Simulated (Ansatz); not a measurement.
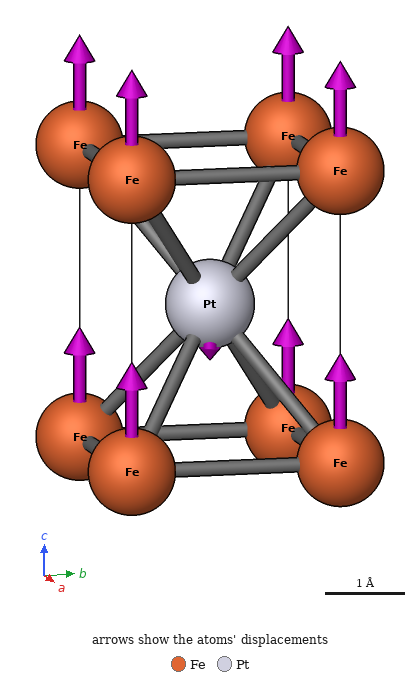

One vibrational mode of solid FePt (a generated structure) at the zone centre. The purple arrows give the relative displacements of the atoms. A ball-and-stick model of the cell of the calculation, seen slightly off an axis.

Level of theory: Ansatz, DFT PBE, scalar-relativistic, plane waves, PAW.

Input
```yaml
crystal:
  lattice:
    - [2.730541713, 0.0, 0.0]
    - [0.0, 2.730541713, 0.0]
    - [0.0, 0.0, 3.7637626158]
  atoms:
    - { symbol: Fe, position: [0.0, 0.0, 0.0], spin: 3.29 }
    - { symbol: Pt, position: [0.5, 0.5, 0.5], spin: 0.42 }
basis:
  ecutwfc: 420
kpoints:
  mp_grid: { grid: [20, 20, 14] }
hamiltonian:
  xc: pbe
scf:
  occupations: { method: gaussian, width: 0.2 }
output:
  eigenvalues: true
  populations: true
magnetization:
  spin_polarized: true
phonons:
  method: dfpt
  eigenvectors: true
```

Command:
```bash
ansatz run input.yaml --threads 1 --pin off --max-ram 2560MiB --backend cpu --events-out ev --progress --plain --runs-dir out
```

The frequencies depend somewhat on the k-mesh and the smearing.

> Give the symmetry, activity and frequency of this mode.

This is the A₂u mode at 6.77 THz, the highest optical level, infrared-active by symmetry. The Fe sublattice moves against the Pt sublattice, along c; the kinetic energy is shared as Fe 78 %, Pt 22 %. The crystal is a metal, so free carriers screen the infrared response.
